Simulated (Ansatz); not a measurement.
B (distorted or defective cell)

```
B
1.0
     1.46800    2.62379   -0.04876
    -1.53409    2.66195   -0.04139
    -0.00789   -0.05571    3.24479
B
2
Direct
  0.34341 0.33292 0.47728
  0.68663 0.66802 0.49543
```

Not relaxed (largest force 0.8 eV/Å); computed pressure about −12 GPa in this cell.

Level of theory: DFT, PAW plane waves, mr2SCAN in Ansatz.

Predict the valence pseudo-density and electron localisation function between the atoms.

B–B (1.70 Å): ρ is about 0.98 e/Å³ halfway; the ELF peaks at about 0.95 between the atoms; a shared electron pair.
B–B (1.76 Å): ρ at the midpoint is about 0.89 e/Å³; the ELF peaks at about 0.95 between the atoms (a covalent bond).

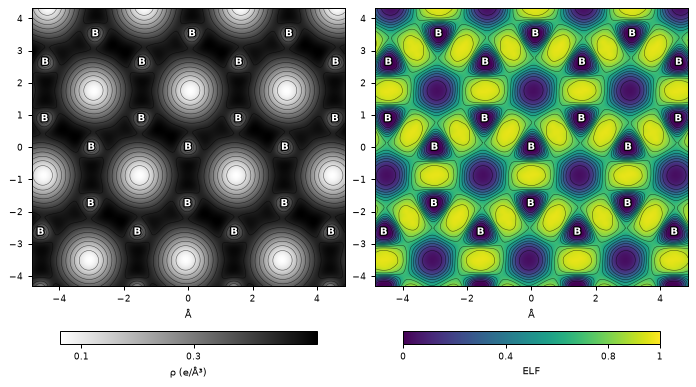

Computed valence pseudo-density and electron localisation function on the (001) plane of the calculation cell, in this order. 

The density is the valence pseudo-density of a PAW calculation; it isn't the true density close to the nuclei.
